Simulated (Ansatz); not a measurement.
Consider this structure.

```xyz
6
Lattice="3.9749 0.0000 0.0000 -1.9875 3.4424 0.0000 0.0000 0.0000 4.9061" Properties=species:S:1:pos:R:3 pbc="T T T"
Al    0.0000    2.2949    0.9455
Al    1.9875    1.1475    3.9606
Ni    0.0000    2.2949    3.3742
Ni    1.9875    1.1475    1.5319
Ni    0.0000    0.0000    2.4530
Ni    0.0000    0.0000    0.0000
```

Question: Characterise the structure given above.

Answer: The structure is one of AlNi₂. Its lattice is primitive hexagonal, its space group P-3m1 (No. 164). Atoms per cell: 6 (2 Al, 4 Ni).

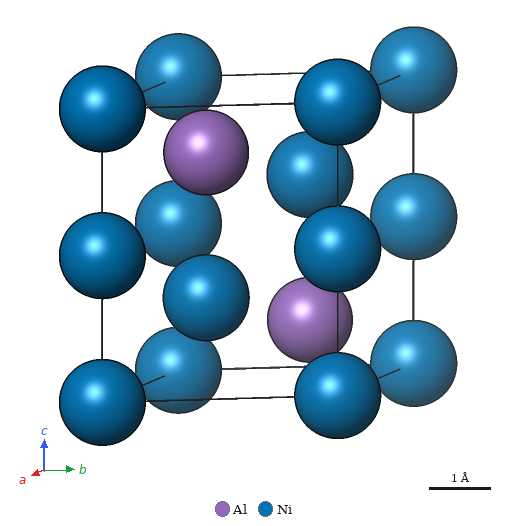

We look at a spheres-only model of the crystal slightly off an axis. One conventional unit cell is framed, with atoms on its boundary repeated.

Its origin is a structure listed in the Materials Project. Relaxation method: Ansatz, DFT PBEsol, scalar-relativistic, plane waves, PAW.
